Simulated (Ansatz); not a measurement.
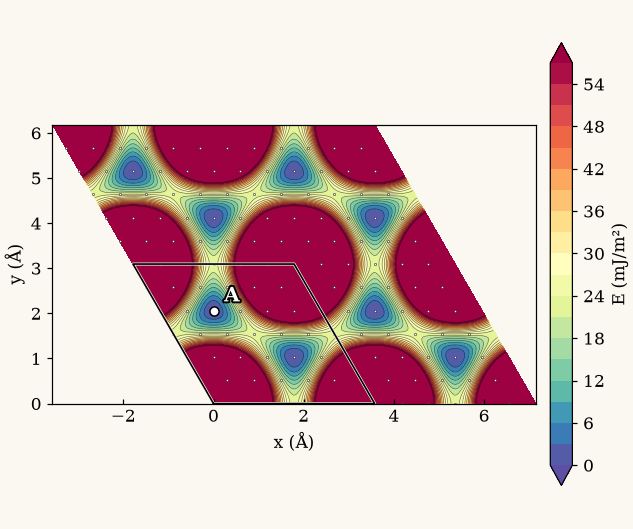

A bilayer of two As sheets, the upper one turned by 180 degrees about the normal (4 atoms in the cell). The upper layer of a bilayer is slid over the lower one; relaxed at each slide: nothing; the origin of the map has As3 above As2; the distance between the facing planes is held at 3.27 Å. Places are given modulo a cell vector. The map is drawn in real space over the plane of the slide. The scan uses a 6 × 6 grid; 7 points were computed and 29 follow by symmetry. All energies are given in mJ/m² relative to the lowest grid point. At a held distance the lowest stacking need not be the one that binds best once the distance relaxes. All numbers below come from DFT PBE+D3(BJ), scalar-relativistic, plane waves, PAW in Ansatz 0.2.0. Settings: cutoff 420 eV, k-mesh 9×9×1, gaussian smearing 0.05 eV, no spin polarisation.

The picture shows filled contours, dots at the grid points, the outline of one cell of the 2 × 2 shown, one colour for all values above the top of the scale, the point A. Between grid points the surface is interpolated.

> Find the lowest pass out of the well at A.

The easiest path leads from the well at (2/6, 4/6) of the cell vectors to a well of about the same depth at (4/6, 2/6) of the cell vectors. Its highest point lies about 23 mJ/m² above the bottom of the first well on the interpolated surface, at (3/6, 0/6) of the cell vectors. This is the barrier on the constrained surface; relaxing the other coordinates would change it.

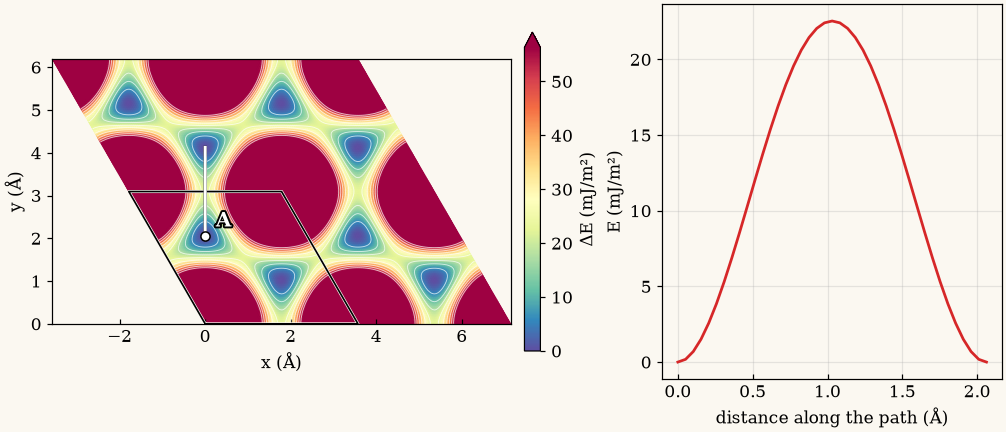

The picture shows a smooth colour map with a few white contour lines, a line along the lowest path, the outline of one cell of the 2 × 2 shown, one colour for all values above the top of the scale, the energy along the path at the right. Between grid points the surface is interpolated.
